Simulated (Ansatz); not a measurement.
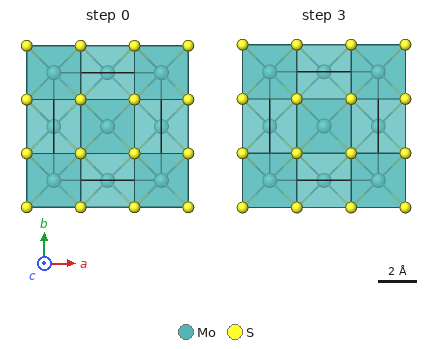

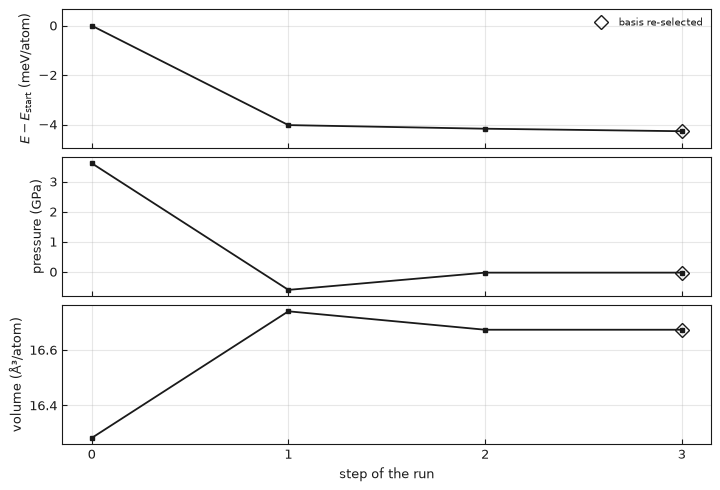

First and last geometry of a relaxation of solid MoS₂ (built on the CaF2-225 type type), with the history of the run. Style: polyhedral. Shown: the conventional cell (4 times the calculation's cell), along the c axis. Lengths and directions refer to the drawn axes.

The calculation used DFT, r2SCAN+rVV10, plane waves, PAW in Ansatz.

Input
```yaml
crystal:
  lattice:
    - [0.0, 2.9013844216, 2.9013844216]
    - [2.9013844216, 0.0, 2.9013844216]
    - [2.9013844216, 2.9013844216, 0.0]
  atoms:
    - { symbol: Mo, position: [0.0, 0.0, 0.0] }
    - { symbol: S, position: [0.75, 0.75, 0.75] }
    - { symbol: S, position: [0.25, 0.25, 0.25] }
kpoints:
  mp_grid: { grid: [8, 8, 8] }
hamiltonian:
  xc: r2scan
  dispersion: rvv10
scf:
  occupations: { method: fermi_dirac, width: 0.03 }
relax:
  f_tol: 0.01
  cell: {}
  max_steps: 120
output:
  write_density: true
  write_potential: true
  elf: true
  volumetric_format: npy
```

Command:
```bash
ansatz run input.yaml --threads 2 --pin off --max-ram 29491MiB --backend cpu --events-out ev --progress --plain --runs-dir out
```

Did the run converge, and what did it change?

It converged. The energy falls by 4.3 meV per atom in 2 accepted moves (3 points after the start). All forces vanish by symmetry, so only the cell relaxes. The pressure goes from 3.61 to −0.02 GPa. At 1 point the geometry stayed and the basis and grid were re-selected for the new cell (energy shift of 0.1 meV per atom at most each time). The atoms keep their places relative to the cell (all moves are under 0.005 Å). The volume changes by +2.4 %, with a = b = c 5.803 → 5.849 Å (+0.8 %). Among the contacts that change: Mo1–S2 2.513 → 2.533 Å. The space group stays Fm-3m (No. 225). The run took 11 s on 2 threads of AMD EPYC 7R13 Processor (Zen 3), on a shared host, peak memory 0.71 GiB.
